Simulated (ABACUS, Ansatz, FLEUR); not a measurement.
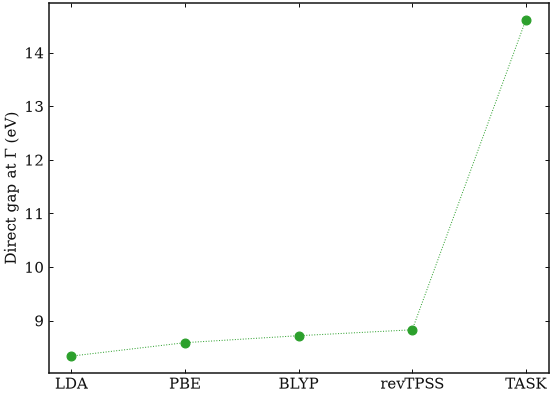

Direct gap at Γ, by several methods on one cell of rocksalt LiF, space group Fm-3m (No. 225), 2 atoms in the primitive cell, volume scaled by a factor 1.06; cubic a = 4.107 Å. All runs are without spin-orbit coupling and carry no moments.

**How do the methods rank at Γ?**

From low to high: LDA 8.34, PBE 8.59, BLYP 8.72, revTPSS 8.83, TASK 14.61 eV.

| method | program | Γ (eV) |
| --- | --- | --- |
| LDA | Ansatz | 8.34 |
| PBE | Ansatz | 8.59 |
| BLYP | FLEUR | 8.72 |
| revTPSS | ABACUS | 8.83 |
| TASK | ABACUS | 14.61 |

Settings. LDA: Ansatz PAW, 11×11×11 k mesh, 420 eV cutoff, Fermi-Dirac smearing of 0.05 eV (Ansatz 0.2.0). PBE: Ansatz PAW, 11×11×11 k mesh, 420 eV cutoff, Fermi-Dirac smearing of 0.05 eV (Ansatz 0.2.0). BLYP: all-electron, 11×11×11 k mesh, Fermi-Dirac smearing of 0.05 eV (FLEUR MaX-R8.1 (later development tree)). revTPSS: SG15 ONCV 1.2 PBE, 7×7×7 k mesh, 1320 eV cutoff, Fermi-Dirac smearing of 0.05 eV (ABACUS). TASK: SG15 ONCV 1.2 PBE, 7×7×7 k mesh, 1320 eV cutoff, Fermi-Dirac smearing of 0.05 eV (ABACUS).

These are five of the 16 methods that were run on this cell. The runs come from different programs and meshes, which adds differences of its own. LDA, GGA and most meta-GGA functionals understate gaps. revTPSS and TASK: the potentials were made for another functional. LDA: the PAW data sets were made with another functional.
